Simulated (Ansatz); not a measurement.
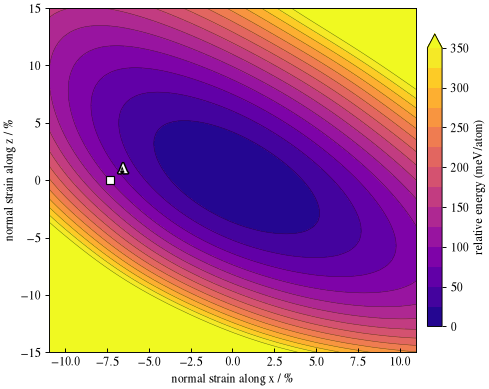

Ta (Im-3m, No. 229; 1 atom in the cell). 
- The energy is mapped over two homogeneous strains (x, y and z along the cube axes).
- Coordinates scanned: (1) normal strain along x; (2) normal strain along z.
- Nothing is relaxed (symmetry fixes all fractional coordinates).
- The scan uses a 7 × 7 grid.
- Points are written as (first, second).
- All energies are given in meV/atom relative to the lowest grid point.
- Level of theory: DFT PBEsol, scalar-relativistic, plane waves, PAW (Ansatz). Settings: cutoff 420 eV, k-mesh 20×20×20, gaussian smearing 0.15 eV, no spin polarisation.

The picture shows filled contours, one colour for all values above the top of the scale, the point A. Between grid points the surface is interpolated.

### Is A at rest? If not, where is it pushed?

A, at (−7.3 %, 0 %), is not a stationary point. The computed force is 27 meV/atom for each 1 % towards larger values of normal strain along x and 16 meV/atom for each 1 % towards larger values of normal strain along z.

PAW datasets: the set soft_1.
